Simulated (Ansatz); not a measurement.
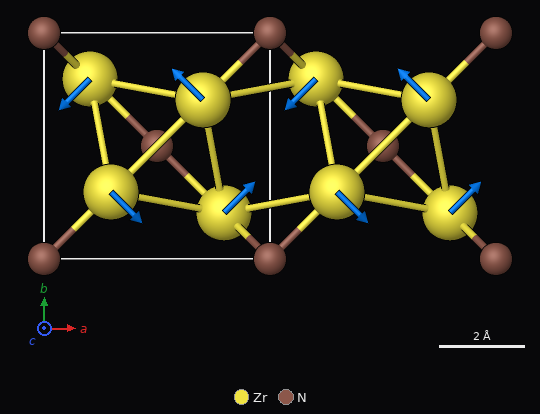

A crystal of Zr2N (P4_2/mnm): a normal mode at the zone centre is frozen in with the cell fixed, the amplitude being the largest displacement of an atom. The picture shows the reference cell. The blue arrows give the direction of positive displacement. The picture is a ball-and-stick view of the cell of the calculation, repeated 2 × 1 × 3 with one cell outlined, seen along the c axis.

Method: DFT PBEsol, scalar-relativistic, plane waves, PAW (Ansatz). Settings: plane-wave cutoff 420 eV; k-point mesh 10 × 10 × 14; occupations gaussian; smearing width 0.15 eV; no spin polarisation. Energies (free energies at the smearing named) are counted from the relaxed crystal.

```
Zr N
1.0
     5.37005    0.00000    0.00000
     0.00000    5.37005    0.00000
     0.00000    0.00000    3.27262
Zr N
4 2
Direct
  0.29625 0.29625 0.00000
  0.70375 0.70375 0.00000
  0.79625 0.20375 0.50000
  0.20375 0.79625 0.50000
  0.00000 0.00000 0.00000
  0.50000 0.50000 0.50000
```

Give the energy at each point (the amplitude: −0.200, −0.150, −0.100, −0.050, 0.000, 0.025, 0.050, 0.075, 0.100, 0.125, 0.150, 0.175, 0.200 Å).

| largest displacement (Å) | ΔE (meV/cell) |
| --- | --- |
| −0.200 | 94.1 |
| −0.150 | 47.1 |
| −0.100 | 19.0 |
| −0.050 | 4.5 |
| 0.000 | 0.0 |
| 0.025 | 1.1 |
| 0.050 | 4.5 |
| 0.075 | 10.3 |
| 0.100 | 19.0 |
| 0.125 | 31.0 |
| 0.150 | 47.1 |
| 0.175 | 67.8 |
| 0.200 | 94.1 |

Points that are alike by symmetry were computed once.

The harmonic wavenumber of the mode is 51 cm⁻¹, a stable vibration. The lowest computed point lies at the amplitude 0.00 Å (0.0 meV/cell). The well is symmetric. The distortion takes the space group from P4_2/mnm to Pnnm.
